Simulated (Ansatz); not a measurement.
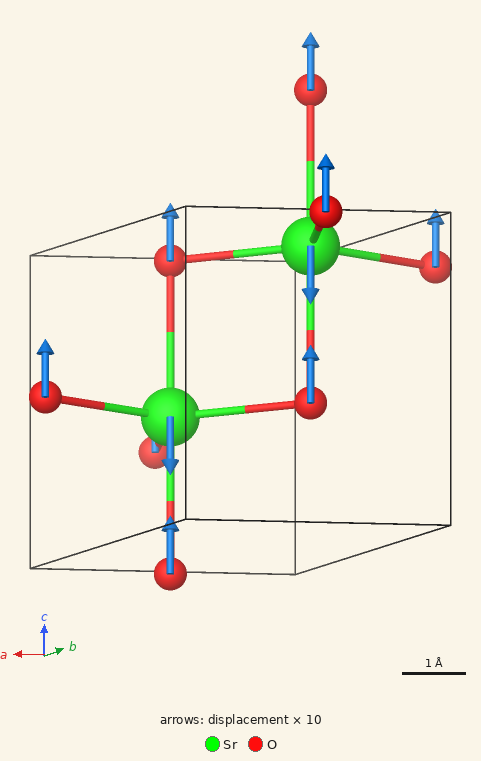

A symmetric starting cell of SrO. The blue arrows show how the atoms are displaced (without the part that the change of the cell carries along), magnified 10 times. Besides, the cell is strained by −3.8 % along c and +5.2 % across it (volume +6.5 %). The picture is a ball-and-stick view of the cell of the calculation, seen from a free direction.

These are results of DFT PBE, scalar-relativistic, plane waves, PAW (Ansatz 0.2.0), not measurements. (plane-wave cutoff 420 eV; k-point mesh 9 × 9 × 6; occupations gaussian; smearing width 0.02 eV; no spin polarisation)

How are the atoms displaced, and what does the calculation give?

Answer. Atoms are displaced by 0.10 Å relative to the cell. No relaxation follows. The starting cell wasn't computed here and needn't be at equilibrium, so pressure and forces aren't due to the change alone. The pressure is −0.3 GPa (not all of it need come from the change, since the unchanged cell can be under pressure at this level too). The principal stresses (compression positive) are 7.4 GPa along c and −4.1 GPa across it. The largest forces, 0.93 eV/Å, act on Sr and O. The forces point straight back along the displacements (cosine −1.00). Some distances before and after: O–Sr 2.584 → 2.294 Å, O–Sr 2.468 → 2.603 Å, O–Sr 2.571 → 2.666 Å. The space group stays P6_3mc (No. 186).
